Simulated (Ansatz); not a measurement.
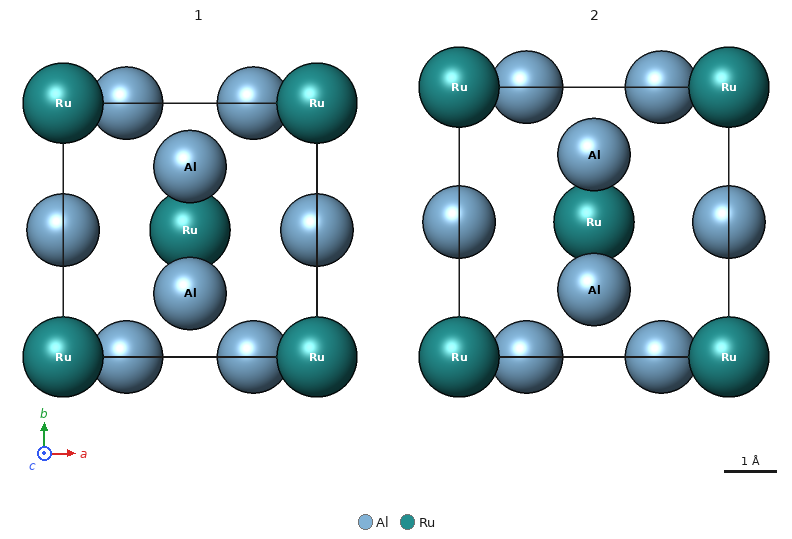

Two geometries of solid Al3Ru (a generated structure, set up in Pm-3n) (coarse preliminary run), drawn at one scale. One is the start of a relaxation, the other its converged end. Style: spheres-only. Shown: the cell of the calculation, along the c axis.

All numbers below come from DFT PBE, scalar-relativistic, plane waves, PAW (Ansatz). Settings: plane-wave cutoff 420 eV; k-point mesh 4 × 4 × 4; occupations gaussian; smearing width 0.1 eV; no spin polarisation; cell and atoms relaxed; force threshold 0.04 eV/Å; at most 70 steps.

### Which geometry has the lower energy?

Structure 1 is the relaxed one. The atoms keep their places relative to the cell (all moves are under 0.005 Å). Cell: a = b = c 5.217 → 4.908 Å (−5.9 %). Volume −16.7 %. Some distances before and after: Al–Ru 2.916 → 2.744 Å, Al–Al 2.609 → 2.454 Å. The space group stays Pm-3n (No. 223). The energy falls by 190 meV per atom in 3 accepted moves (4 points after the start). All forces vanish by symmetry, so only the cell relaxes. Pressure: −17.32 GPa at the start and −0.13 GPa at the end. The SCF was repeated once at an unchanged geometry on a basis and grid sized afresh for the cell, which shifted the energy by 0.7 meV per atom at most.
